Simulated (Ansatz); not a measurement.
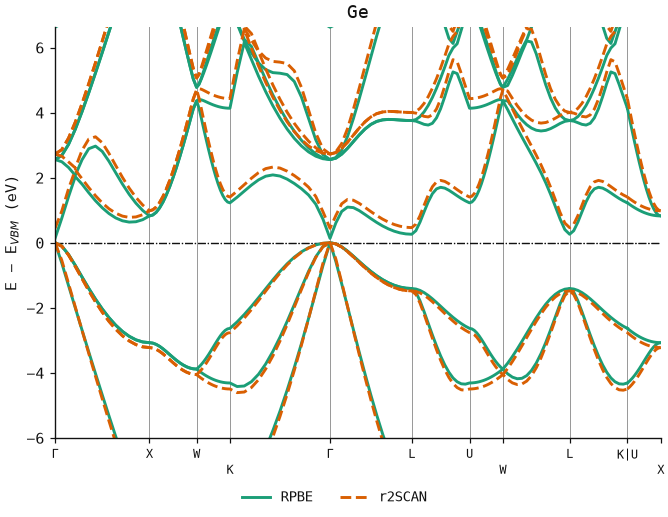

Band structures of diamond-type Ge, space group Fd-3m, 2 atoms in the primitive cell (cubic a = 5.658 Å), by two methods on the same cell. Each is counted from its own valence-band top.

Q: How do the methods compare?

A: RPBE gives a gap of 0.14 eV along the path and r2SCAN gives a gap of 0.44 eV along the path. Over the top 3 filled bands the two differ by 0.17 eV on average.

Settings. RPBE: Ansatz PAW, no spin polarisation, no spin-orbit coupling, 8×8×8 k mesh, 420 eV cutoff, Fermi-Dirac smearing of 0.05 eV (Ansatz 0.2.0). r2SCAN: Ansatz PAW, no spin polarisation, no spin-orbit coupling, 8×8×8 k mesh, 500 eV cutoff, Fermi-Dirac smearing of 0.05 eV (Ansatz 0.2.0).

The cell is at 5 GPa in RPBE and 1 GPa in r2SCAN. Spin-orbit coupling is left out, which matters for Ge. The PAW data sets were made with another functional. Measured Ge has an indirect gap, with the conduction bottom at L. LDA, GGA and most meta-GGA functionals understate gaps.
